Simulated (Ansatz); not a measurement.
# Run report: MoS2, single-point calculation (part 2 of 3)

MoS2 (6 atoms in the cell); DFT PBE, scalar-relativistic, plane waves, PAW, spin-polarised (Ansatz 0.2.0); cutoff 420 eV, 7×7×2 k-mesh, Gaussian smearing of 0.05 eV, collinear spins. The structure derives from an entry of the Crystallography Open Database. It belongs to a series of runs on one base structure; here: random orbitals: harmonics, high filling.

Geometry of the input (Å; fractional positions):
```
3.1610  0.0000  0.0000
-1.5805  2.7375  0.0000
0.0000  0.0000  12.2950
Mo 0.3333  0.6667  0.2500
Mo 0.6667  0.3333  0.7500
S  0.3333  0.6667  0.6275
S  0.6667  0.3333  0.1275
S  0.3333  0.6667  0.8725
S  0.6667  0.3333  0.3725
```

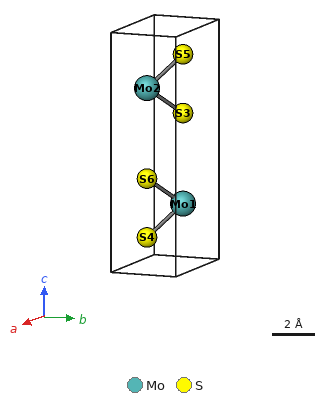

*The structure as given in the input (ball-and-stick view of the cell of the calculation, seen at an oblique angle; atoms are numbered from 1 in the order of the input).*

What the program printed, continued
```
SCF iter   1: F=—  HF=-13493.902045 eV  |F-HF|=—  |Δ(HF+E_count)|=         —  Δρ=8.37e-2 (↑8.37e-2 ↓8.37e-2)  dr2=5.14e1  dr2_m=1.18e0  M=0.000 μB ∫|m|=3.994 μB  β_m=0.30  ethr=3.10e-3  ⟨swp⟩=7.5  Hψ=10773  notcnv=0  defer=5
preconditioner: auto → Resta (q_TF=auto, 2.421 Å⁻¹)  ε∞=3.9  [insulator: Δε(μ)=2.834 eV  Ē_g=12.770 eV  σ=0.050 eV  W_gap=1.00  n_scr=26 (ndim 8)  ℏωp=21.6 eV  f_vac=0.004  D(μ)=0.00/eV (n_scr^D=0)  ε∞_Penn≈3.9]
spin=Collinear: Resta preconditioning applied to the charge; magnetization (m = ρ↑ − ρ↓) channel mixes plain (no charge-response kernel on spin).
SCF iter   2: F=—  HF=-13482.863519 eV  |F-HF|=—  |Δ(HF+E_count)|=    1.10e1  Δρ=5.51e-2 (↑5.51e-2 ↓5.50e-2)  dr2=1.81e1  dr2_m=5.59e-1  M=0.000 μB ∫|m|=4.001 μB  β_m=0.30  ethr=3.10e-3  ⟨swp⟩=5.3  Hψ=6168  notcnv=0  defer=202
SCF iter   3: F=—  HF=-13478.063285 eV  |F-HF|=—  |Δ(HF+E_count)|=    4.80e0  Δρ=2.52e-2 (↑2.52e-2 ↓2.52e-2)  dr2=3.22e0  dr2_m=1.81e-1  M=0.000 μB ∫|m|=4.039 μB  β_m=1.00  ethr=3.10e-3  ⟨swp⟩=7.6  Hψ=8280  notcnv=0  defer=175
SCF iter   4: F=—  HF=-13479.634103 eV  |F-HF|=—  |Δ(HF+E_count)|=    1.57e0  Δρ=2.81e-2 (↑2.81e-2 ↓2.81e-2)  dr2=7.44e0  dr2_m=3.40e-2  M=0.000 μB ∫|m|=4.017 μB  β_m=0.30  ethr=3.10e-3  ⟨swp⟩=5.8  Hψ=6257  notcnv=0  defer=175
SCF iter   5: F=—  HF=-13477.753978 eV  |F-HF|=—  |Δ(HF+E_count)|=    1.88e0  Δρ=5.75e-3 (↑5.75e-3 ↓5.75e-3)  dr2=2.25e-1  dr2_m=6.62e-3  M=0.000 μB ∫|m|=4.030 μB  β_m=1.00  ethr=3.10e-3  ⟨swp⟩=6.5  Hψ=5967  notcnv=0  defer=156
SCF iter   6: F=—  HF=-13477.736905 eV  |F-HF|=—  |Δ(HF+E_count)|=   1.71e-2  Δρ=1.57e-3 (↑1.57e-3 ↓1.56e-3)  dr2=1.45e-2  dr2_m=4.42e-4  M=-0.001 μB ∫|m|=4.048 μB  β_m=1.00  ethr=4.34e-4  ⟨swp⟩=4.4  Hψ=3526  notcnv=0  defer=168
SCF iter   7: F=—  HF=-13477.739375 eV  |F-HF|=—  |Δ(HF+E_count)|=   2.47e-3  Δρ=5.94e-4 (↑5.93e-4 ↓5.94e-4)  dr2=9.58e-4  dr2_m=1.45e-4  M=0.001 μB ∫|m|=4.063 μB  β_m=1.00  ethr=2.79e-5  ⟨swp⟩=2.4  Hψ=3165  notcnv=0  defer=152
SCF iter   8: F=—  HF=-13477.741430 eV  |F-HF|=—  |Δ(HF+E_count)|=   2.05e-3  Δρ=7.76e-4 (↑7.76e-4 ↓7.73e-4)  dr2=4.99e-3  dr2_m=8.81e-5  M=-0.003 μB ∫|m|=4.073 μB  β_m=1.00  ethr=1.84e-6  ⟨swp⟩=3.2  Hψ=4348  notcnv=0  defer=151
SCF iter   9: F=—  HF=-13477.740968 eV  |F-HF|=—  |Δ(HF+E_count)|=   4.62e-4  Δρ=1.24e-4 (↑1.23e-4 ↓1.24e-4)  dr2=6.94e-5  dr2_m=6.52e-6  M=0.001 μB ∫|m|=4.072 μB  β_m=0.30  ethr=1.84e-6  ⟨swp⟩=3.0  Hψ=3881  notcnv=0  defer=151
Mixer restart at iter 9: flushing history
spin-set hold released at iteration 9 (site moments contracting): the magnetisation degrees of freedom join the quasi-Newton model from the next iteration; the mixer history was flushed
SCF iter  10: F=—  HF=-13477.741187 eV  |F-HF|=—  |Δ(HF+E_count)|=   2.20e-4  Δρ=7.60e-5 (↑7.60e-5 ↓7.47e-5)  dr2=1.61e-5  dr2_m=2.90e-6  M=-0.001 μB ∫|m|=4.072 μB  β_m=0.63  ethr=1.33e-7  ⟨swp⟩=2.2  Hψ=3716  notcnv=0  defer=151
SCF iter  11: F=—  HF=-13477.741463 eV  |F-HF|=—  |Δ(HF+E_count)|=   2.76e-4  Δρ=1.68e-4 (↑1.63e-4 ↓1.68e-4)  dr2=9.34e-4  dr2_m=1.24e-5  M=0.012 μB ∫|m|=4.071 μB  β_m=0.45  ethr=3.09e-8  ⟨swp⟩=3.0  Hψ=4042  notcnv=0  defer=151
SCF iter  12: F=—  HF=-13477.741418 eV  |F-HF|=—  |Δ(HF+E_count)|=   4.48e-5  Δρ=2.59e-5 (↑2.59e-5 ↓2.47e-5)  dr2=8.22e-6  dr2_m=4.03e-7  M=-0.001 μB ∫|m|=4.071 μB  β_m=0.43  ethr=3.09e-8  ⟨swp⟩=3.3  Hψ=3677  notcnv=0  defer=151
SCF iter  13: F=—  HF=-13477.741419 eV  |F-HF|=—  |Δ(HF+E_count)|=   3.74e-7  Δρ=1.37e-5 (↑1.37e-5 ↓1.32e-5)  dr2=3.30e-7  dr2_m=1.22e-7  M=-0.000 μB ∫|m|=4.071 μB  β_m=0.43  ethr=1.58e-8  ⟨swp⟩=1.1  Hψ=2052  notcnv=0  defer=150
Mixer restart at iter 13: flushing history
SCF iter  14: F=—  HF=-13541.525119 eV  |F-HF|=—  |Δ(HF+E_count)|=         —  Δρ=1.24e-1 (↑1.24e-1 ↓1.24e-1)  dr2=1.44e2  dr2_m=1.78e0  M=-0.000 μB ∫|m|=1.467 μB  β_m=0.43  ethr=6.35e-10  ⟨swp⟩=10.9  Hψ=21496  notcnv=0  defer=128
SCF iter  15: F=—  HF=-13529.524984 eV  |F-HF|=—  |Δ(HF+E_count)|=    1.20e1  Δρ=6.53e-2 (↑6.53e-2 ↓6.53e-2)  dr2=2.52e1  dr2_m=1.05e0  M=0.000 μB ∫|m|=0.642 μB  β_m=0.01  ethr=6.35e-10  ⟨swp⟩=9.8  Hψ=18402  notcnv=0  defer=112
SCF iter  16: F=—  HF=-13529.421008 eV  |F-HF|=—  |Δ(HF+E_count)|=   1.04e-1  Δρ=6.48e-2 (↑6.48e-2 ↓6.48e-2)  dr2=2.46e1  dr2_m=1.04e0  M=0.000 μB ∫|m|=0.643 μB  β_m=0.01  ethr=6.35e-10  ⟨swp⟩=5.1  Hψ=7605  notcnv=0  defer=104
SCF iter  17: F=—  HF=-13529.266499 eV  |F-HF|=—  |Δ(HF+E_count)|=   1.55e-1  Δρ=6.43e-2 (↑6.43e-2 ↓6.43e-2)  dr2=2.38e1  dr2_m=1.05e0  M=0.000 μB ∫|m|=0.649 μB  β_m=0.01  ethr=6.35e-10  ⟨swp⟩=5.9  Hψ=8244  notcnv=0  defer=104
SCF iter  18: F=—  HF=-13529.086001 eV  |F-HF|=—  |Δ(HF+E_count)|=   1.80e-1  Δρ=6.37e-2 (↑6.37e-2 ↓6.37e-2)  dr2=2.28e1  dr2_m=1.06e0  M=0.000 μB ∫|m|=0.656 μB  β_m=0.02  ethr=6.35e-10  ⟨swp⟩=6.0  Hψ=7793  notcnv=0  defer=104
SCF iter  19: F=—  HF=-13528.733238 eV  |F-HF|=—  |Δ(HF+E_count)|=   3.53e-1  Δρ=6.12e-2 (↑6.12e-2 ↓6.12e-2)  dr2=2.06e1  dr2_m=9.86e-1  M=0.000 μB ∫|m|=0.643 μB  β_m=0.02  ethr=6.35e-10  ⟨swp⟩=6.3  Hψ=9507  notcnv=0  defer=104
SCF iter  20: F=—  HF=-13528.266042 eV  |F-HF|=—  |Δ(HF+E_count)|=   4.67e-1  Δρ=5.77e-2 (↑5.77e-2 ↓5.77e-2)  dr2=1.76e1  dr2_m=8.86e-1  M=0.000 μB ∫|m|=0.627 μB  β_m=0.05  ethr=6.35e-10  ⟨swp⟩=6.5  Hψ=10048  notcnv=0  defer=106
SCF iter  21: F=—  HF=-13527.485078 eV  |F-HF|=—  |Δ(HF+E_count)|=   7.81e-1  Δρ=4.94e-2 (↑4.94e-2 ↓4.94e-2)  dr2=1.23e1  dr2_m=6.10e-1  M=0.000 μB ∫|m|=0.597 μB  β_m=0.12  ethr=6.35e-10  ⟨swp⟩=7.7  Hψ=12828  notcnv=0  defer=110
SCF iter  22: F=—  HF=-13525.454535 eV  |F-HF|=—  |Δ(HF+E_count)|=    2.03e0  Δρ=2.75e-2 (↑2.75e-2 ↓2.75e-2)  dr2=1.81e0  dr2_m=3.30e-1  M=0.000 μB ∫|m|=0.740 μB  β_m=0.56  ethr=6.35e-10  ⟨swp⟩=8.4  Hψ=14928  notcnv=0  defer=104
SCF iter  23: F=—  HF=-13525.281719 eV  |F-HF|=—  |Δ(HF+E_count)|=   1.73e-1  Δρ=1.18e-2 (↑1.18e-2 ↓1.18e-2)  dr2=2.13e-1  dr2_m=9.72e-2  M=0.000 μB ∫|m|=0.527 μB  β_m=0.78  ethr=6.35e-10  ⟨swp⟩=7.9  Hψ=13756  notcnv=0  defer=109
SCF iter  24: F=—  HF=-13525.390418 eV  |F-HF|=—  |Δ(HF+E_count)|=   1.09e-1  Δρ=3.56e-3 (↑3.56e-3 ↓3.56e-3)  dr2=4.11e-2  dr2_m=5.95e-3  M=0.000 μB ∫|m|=0.137 μB  β_m=0.80  ethr=6.35e-10  ⟨swp⟩=7.6  Hψ=12039  notcnv=0  defer=115
SCF iter  25: F=—  HF=-13525.391696 eV  |F-HF|=—  |Δ(HF+E_count)|=   1.28e-3  Δρ=6.60e-4 (↑6.57e-4 ↓6.60e-4)  dr2=1.01e-3  dr2_m=3.14e-4  M=0.000 μB ∫|m|=0.037 μB  β_m=0.90  ethr=6.35e-10  ⟨swp⟩=6.2  Hψ=9859  notcnv=0  defer=116
SCF iter  26: F=—  HF=-13525.392292 eV  |F-HF|=—  |Δ(HF+E_count)|=   5.96e-4  Δρ=1.22e-4 (↑1.22e-4 ↓1.17e-4)  dr2=3.30e-5  dr2_m=8.66e-6  M=0.000 μB ∫|m|=0.007 μB  β_m=0.95  ethr=6.35e-10  ⟨swp⟩=5.1  Hψ=7098  notcnv=0  defer=116
SCF iter  27: F=—  HF=-13525.392345 eV  |F-HF|=—  |Δ(HF+E_count)|=   5.28e-5  Δρ=2.88e-5 (↑1.87e-5 ↓2.88e-5)  dr2=3.02e-6  dr2_m=1.75e-7  M=0.000 μB ∫|m|=0.001 μB  β_m=0.97  ethr=6.35e-10  ⟨swp⟩=4.4  Hψ=5864  notcnv=0  defer=116
SCF iter  28: F=—  HF=-13525.392350 eV  |F-HF|=—  |Δ(HF+E_count)|=   5.14e-6  Δρ=2.55e-5 (↑2.44e-5 ↓2.55e-5)  dr2=6.81e-6  dr2_m=2.18e-9  M=0.000 μB ∫|m|=0.000 μB  β_m=0.71  ethr=6.35e-10  ⟨swp⟩=3.0  Hψ=4675  notcnv=0  defer=116
iter 29 did not close the SCF: its close was put off for a magnetic moment that had not settled (scf_convergence_deferred on its scf_iter line)
SCF iter  29: F=-13525.392350 eV  HF=-13525.392350 eV  |F-HF|=1.04e-7  |Δ(HF+E_count)|=   7.18e-7  Δρ=4.38e-6 (↑4.38e-6 ↓3.49e-6)  dr2=4.90e-8  dr2_m=6.24e-9  M=0.000 μB ∫|m|=0.000 μB  β_m=0.84  ethr=1.92e-10  ⟨swp⟩=15.8  Hψ=19754  notcnv=0
iter 30 did not close the SCF: its close was put off for a magnetic moment that had not settled (scf_convergence_deferred on its scf_iter line)
SCF iter  30: F=-13525.392350 eV  HF=-13525.392350 eV  |F-HF|=4.40e-9  |Δ(HF+E_count)|=   1.31e-7  Δρ=1.06e-6 (↑1.05e-6 ↓1.06e-6)  dr2=1.56e-9  dr2_m=7.11e-10  M=0.000 μB ∫|m|=0.000 μB  β_m=0.92  ethr=9.42e-11  ⟨swp⟩=6.3  Hψ=13275  notcnv=0
SCF iter  31: F=-13525.392350 eV  HF=-13525.392350 eV  |F-HF|=3.27e-11  |Δ(HF+E_count)|=   5.51e-9  Δρ=1.77e-7 (↑1.74e-7 ↓1.77e-7)  dr2=4.02e-11  dr2_m=2.06e-11  M=0.000 μB ∫|m|=0.000 μB  ethr=2.99e-12  ⟨swp⟩=4.7  Hψ=12300  notcnv=0
WARN: the starting moments were not kept: the SCF closed with an absolute magnetisation of 9.7e-6 μB, where they sum to 4 μB in size (2 sites). That is at most 0.1 of that sum. Measured as dr2_m measures the in/out step, that magnetisation stands 5.4e-12 eV from none, at or under the dr2_threshold of 1.0e-7 eV: it is no larger than a step whose dr2_m would equal this threshold. The system may hold no moment; this SCF shows only that its start led to no more than that. To try another start: raise the starting moments (crystal.atoms[].spin, magnetization.per_species, magnetization.initial_magnetization, or on a non-collinear deck that types none of these the spinor_matrix: blocks that start its atoms; where the total moment is fixed, keep their sum and leave initial_magnetization as it is; typed ones take the place of any that the run laid by itself, positive ones on a crystal's lanthanoids without a Hubbard term where scf.initial_density.shell_occupations: [] is typed) or, if the notice of its spin-set hold's release reads "site moments contracting" or "site moments show no strong build", lengthen the hold (scf.mixing.spin_hold: { on: { confirm: 4 } }; for m-r²SCAN on two components see the key's manual first). Each may lead to a state that holds a moment. A second SCF, from the converged charge density, with the starting moments and any scf.initial_density.shell_occupations laid on it anew, would have followed, and was not run: the deck does not ask for one (magnetization.retry_lost_moments is false, the default). To let it run, set magnetization.retry_lost_moments: true and run the deck again, where that key's refused combinations let it; where memory then withholds it, that run's warning says so.
WARN: hamiltonian.hubbard: on 4 of 4 specified blocks the occupation matrix of this SCF's result fails the test of the specified filling. At site 0 ↑ (sites count from 0 in the list of atoms of the cell that this SCF solves) the least filled combination of the orbitals specified full has occupation 0.479, and the fullest combination of the orbitals specified empty has occupation 0.583; the filling counts as kept where the first is at least 0.75 and exceeds the second by more than 0.25. The same holds at site 0 ↓, site 1 ↑, site 1 ↓. The state of this SCF's result may not hold the specified filling, though these bounds can also misjudge a state that does. This warning does not say which state is lower in energy, or whether the specified filling is a self-consistent state at all; see hamiltonian.hubbard.sites[].starting_ns, Limitations, and scf.initial_density.shell_occupations in the input reference
SCF 1 converged in 31 iterations: F = -13525.392350 eV  dr2 = 4.02e-11
  greatest PAW one-centre occupation: 0.998 electrons in one spin orbital (limit 2), on the Mo atom at site 0 (counted from 0), in its partial waves of l = 0
SCF converged after 31 iterations
Magnetization: 0.0000 μB (26.0000 up, 26.0000 down)
Absolute magnetization: 0.0000 μB (∫|ρ↑−ρ↓|, with the PAW one-centre terms)
Spin contamination: 0.0000 ħ² per cell (⟨S²⟩ above its minimum at these occupations)
Per-site moments (μB) at R_I (Å): [(-1.508186005308597e-6, 0.9760741621119455), (1.5085408145812993e-6, 0.9760741621119459), (-7.545173799162059e-7, 0.9760741621119459), (7.542131534733615e-7, 0.9760741621119455), (-7.545173797562391e-7, 0.9760741621119459), (7.54213153336095e-7, 0.9760741621119455)]
Free energy (F): -13525.392350 eV
Harris-Foulkes:  -13525.392350 eV  (|F-HF|=3.27e-11)
Internal energy: -13525.392350 eV  (E = F + TS)
E sigma→0 (E₀):  -13525.392350 eV
Fermi energy:    11.661634 eV
--- Per-component energies (eV) ---
  E_band       = -311.684605
  E_kinetic    = 1319.891964
  E_local      = -4080.019810  (includes V_loc(G=0)·N_el)
  E_nonlocal   = 398.971467
  E_hartree    = 1585.266287
  E_xc         = -759.736925
  E_vxc        = -813.662072  (∫ρ·V_xc dr)
  E_paw        = -8803.654103  (= ΣΔE_a)
  E_vpaw       = -307.399065  (= ΣTr[D̂ρ^β])
  E_aug_tail   = 0.000067  (compensation charges beyond the density's cutoff)
  E_ewald      = -3186.111296
  E_smearing   = -0.000000  (= −TS)
  E_closure    = 0.000000  (closes the sum)
  Σ components = -13525.392350   (vs F -13525.392350, Δ=0.00e0)
--- Specified on-site occupations, and those of the state reported ---
  electrons in the specified blocks: 4.2000 specified, 10.4295 found
  site 1 (l=d) ↑: largest change of an orbital's occupation 0.5634; electrons 0.1000 specified, 2.6074 found; spectral distance 1.1248
  site 0 (l=d) ↓: largest change of an orbital's occupation 0.5634; electrons 0.1000 specified, 2.6074 found; spectral distance 1.1248
  site 1 (l=d) ↓: largest change of an orbital's occupation 0.5634; electrons 2.0000 specified, 2.6074 found; spectral distance 1.0124
  site 0 (l=d) ↑: largest change of an orbital's occupation 0.5634; electrons 2.0000 specified, 2.6074 found; spectral distance 1.0124
--- Forces (eV/Å), atoms counted from 1 ---
  atom   1  Mo     0.00000000    -0.00000038     0.00000000
  atom   2  Mo     0.00000000     0.00000039     0.00000000
  atom   3  S      0.00000000    -0.00000006    -1.21457457
  atom   4  S     -0.00000000     0.00000006    -1.21457468
  atom   5  S      0.00000000    -0.00000006     1.21457457
  atom   6  S     -0.00000000     0.00000006     1.21457468
  max |Σ_I F_I| component: 1.85e-8 eV/Å
--- Stress (GPa, compression-positive) ---
        6.670343       0.000000       0.000000
        0.000000       6.670345       0.000000
        0.000000       0.000000      13.312241
  P = ⅓ Tr σ = 8.8843 GPa (88.843 kbar)
--- Band table (eV; the first three rows and the last of 64) ---
```
